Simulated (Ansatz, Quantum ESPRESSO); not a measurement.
# Evanescent states of BN, zinc blende type, lattice constant set to 3.575 Å, part 4 of 4

Aim: how fast states decay in the gap of BN, zinc blende type, lattice constant set to 3.575 Å.

Quantum ESPRESSO 7.5; plane-wave DFT, LDA, GBRV ultrasoft pseudopotentials; cross-check by Ansatz 0.2.0 with PAW datasets.

So far. Step 2 (Ground state): The run needed 9 iterations to bring the estimated error under 1e-09 Ry. Step 5 (Complex band structure, with eps_proj = 1): The message: “do_cond (5010): reading inputcond namelist”. The namelist reader stops at a key that the namelist doesn't hold; the line has to be put right or, where the proper key already stands in the input, deleted.

## Step 6: The same in Ansatz (continued)

Level of this step: plane-wave DFT, LDA, Ansatz PAW (Ansatz).

K across = (0, 0) in the cell's reciprocal vectors; values within 0.0025 1/Å of each other count once, columns are sorted by size at each energy, a dash where no further value was kept. Table of Im kz of the slowest decaying states by energy, zero at the highest filled level of the SCF mesh:

```
energy (eV)  decay 1 (Å⁻¹)  decay 2 (Å⁻¹)  decay 3 (Å⁻¹)
      -1.92           1.16              -              -
      -1.20           1.09              -              -
      -0.48           1.01              -              -
       0.00         0.0200         0.0236          0.958
       0.24          0.177          0.183          0.932
       0.96          0.331          0.351          0.848
       1.68          0.409          0.445          0.757
       2.40          0.457          0.510          0.654
       3.12          0.484          0.529          0.556
       3.84          0.355          0.496          0.588
       4.56          0.495          0.609              -
       5.28          0.482          0.620              -
       6.00          0.456          0.623              -
       6.72          0.414          0.619           1.22
       7.44          0.353          0.609          0.963
```

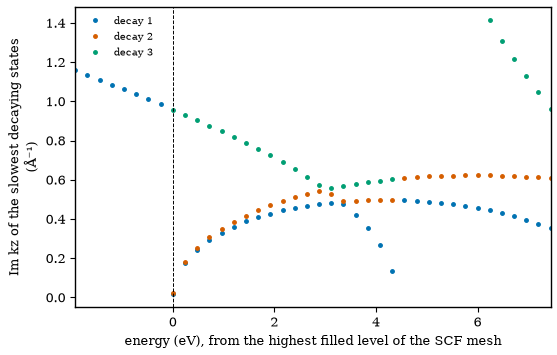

Im kz of the slowest decaying states against energy.

K across = (0, 0) in the cell's reciprocal vectors. Re kz of states that move upwards against energy, zero at the highest filled level of the SCF mesh:

```
energy (eV)  channel 1 (Å⁻¹)  channel 2 (Å⁻¹)  channel 3 (Å⁻¹)
      -1.92           -0.605           -0.605           -0.566
      -1.44           -0.501           -0.501           -0.480
      -0.72           -0.331           -0.331           -0.328
      -0.24           -0.184           -0.183           -0.183
       0.00                -                -                -
       0.24                -                -                -
       0.72                -                -                -
       1.44                -                -                -
       1.92                -                -                -
       2.40                -                -                -
       3.12                -                -                -
       3.60                -                -                -
       4.08                -                -                -
       4.80            0.312                -                -
       5.28            0.473                -                -
       5.76            0.604                -                -
       6.24            0.726                -                -
       6.96           -0.843                -                -
       7.44           -0.704                -                -
```

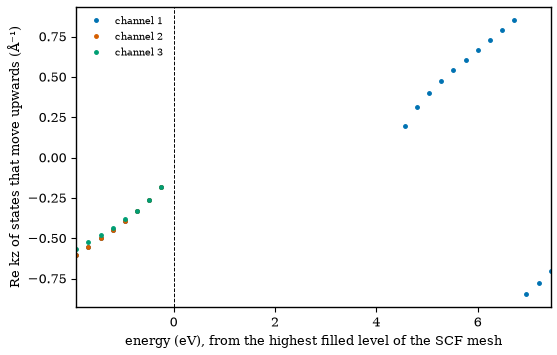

Re kz of states that move upwards against energy.

K across = (1/2, 0) in the cell's reciprocal vectors; values within 0.0025 1/Å of each other count once, columns are sorted by size at each energy, a dash where no further value was kept. The Im kz of the slowest decaying states by energy, zero at the highest filled level of the SCF mesh:

```
energy (eV)  decay 1 (Å⁻¹)  decay 2 (Å⁻¹)  decay 3 (Å⁻¹)
      -1.92          0.105          0.387              -
      -1.44          0.251          0.739              -
      -0.72          0.366          0.901              -
      -0.24          0.419          0.954              -
       0.00          0.442          0.973              -
       0.24          0.462          0.987              -
       0.72          0.499           1.01              -
       1.44          0.542           1.02              -
       1.92          0.566           1.02              -
       2.40          0.586           1.02              -
       3.12          0.609           1.01              -
       3.60          0.620          0.994              -
       4.08          0.629          0.978           1.46
       4.80          0.636          0.948           1.36
       5.28          0.636          0.923           1.29
       5.76          0.633          0.896           1.22
       6.24          0.626          0.866           1.14
       6.96          0.607          0.813           1.02
       7.44          0.587          0.772          0.933
```

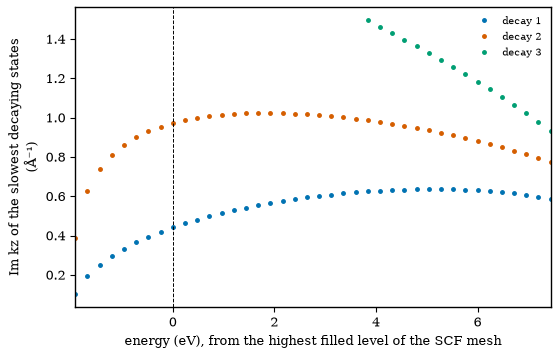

Im kz of the slowest decaying states against energy.

K across = (1/2, 1/2) in the cell's reciprocal vectors; values within 0.0025 1/Å of each other count once, columns are sorted by size at each energy, a dash where no further value was kept. Table of Im kz of the slowest decaying states by energy, zero at the highest filled level of the SCF mesh:

```
energy (eV)  decay 1 (Å⁻¹)  decay 2 (Å⁻¹)
      -1.92          0.472          0.627
      -1.20          0.480          0.658
      -0.48          0.476          0.677
       0.00          0.469          0.685
       0.24          0.463          0.688
       0.96          0.441          0.691
       1.68          0.408          0.688
       2.40          0.362          0.678
       3.12          0.299          0.663
       3.84          0.204          0.642
       4.56          0.615              -
       5.28          0.581              -
       6.00          0.539              -
       6.72          0.488              -
       7.44          0.425              -
```

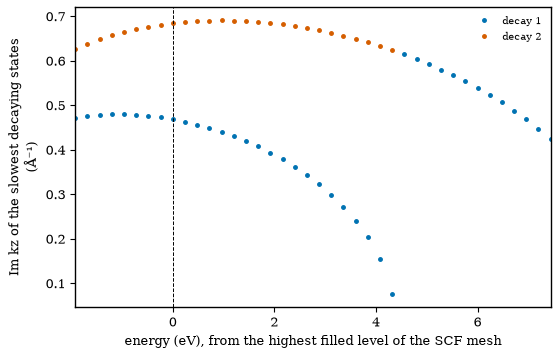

Im kz of the slowest decaying states against energy.

K across = (1/4, 0) in the cell's reciprocal vectors; values within 0.0025 1/Å of each other count once, columns are sorted by size at each energy, a dash where no further value was kept. The Im kz of the slowest decaying states by energy, zero at the highest filled level of the SCF mesh:

```
energy (eV)  decay 1 (Å⁻¹)  decay 2 (Å⁻¹)  decay 3 (Å⁻¹)
      -0.96          0.160              -              -
       0.00          0.320          0.363           1.40
       0.96          0.466          0.524           1.28
       1.92          0.532          0.635           1.17
       2.88          0.574          0.703           1.04
       4.08          0.601          0.752          0.871
       5.04          0.604          0.709          0.766
       6.00          0.498          0.590          0.756
       6.96          0.557          0.714           1.17
```

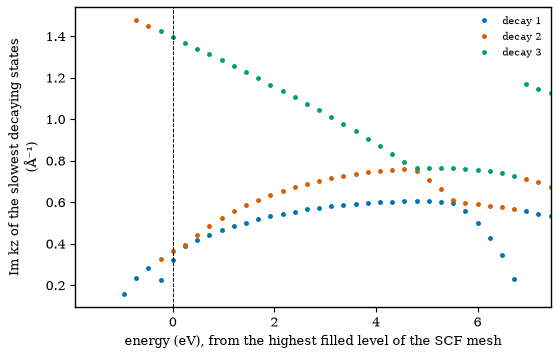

Im kz of the slowest decaying states, plotted against energy.

## Step 7: A check by hand

T falls as exp(−2κd). With κ = 0.376 1/Å, 10 Å of barrier pass exp(−2 × 0.376 × 10) = 5.5e-4 of that channel, interfaces aside.

## Step 8: What came out

```json
{
 "gap on the SCF mesh": "4.38 eV",
 "smallest κ at mid-gap among the four k points, at (1/2, 1/2)": "0.376 Å⁻¹",
 "peak of the smallest κ in the stop band at the zone centre": "0.483 Å⁻¹",
 "peak of the smallest κ in the stop band at (1/4, 0)": "0.605 Å⁻¹",
 "energy of the peak at the zone centre, over the highest filled level": "3.12 eV",
 "peak at the zone centre by Ansatz": "0.484 Å⁻¹"
}
```

In words: With a gap of 4.38 eV on the mesh, the smallest κ at mid-gap among the four k points, at (1/2, 1/2) is 0.376 Å⁻¹ (LDA, GBRV ultrasoft). For a barrier with the Fermi level at mid-gap the slowest state found, at (1/2, 1/2), loses a factor of ten in probability every 3.1 Å or so. Stop bands away from the zone centre are mostly wider than the gap, so their peaks can lie above the conduction bottom. The X valleys along [100] and [010] project onto (1/2, 1/2) in this cell. At the zone centre pwcond's peak is 0.483 and Ansatz's 0.484 1/Å, 0 % apart. The cell is the a/√2 one, turned by 45°, with two primitive cells, so X along [001] folds onto kz = 0. A semilocal gap is too small, often by a third to a half and by more in narrow-gap crystals, so real barriers decay faster.

[Logs are printed without paths, hosts, clocks, repeated set-up lines and the standing remarks that a program may print on its own settings, such as how far it seeks lower states.]

[Hosts, paths, dates, database ids (printed as entryN), source tags and the programs' standing remarks are cut or masked in the printed files.]

[Maps of the electrostatic potential energy from Ansatz leave out the sawtooth potential of an applied field or a dipole correction, so their vacuum need not be flat; planar profiles and work functions include it.]
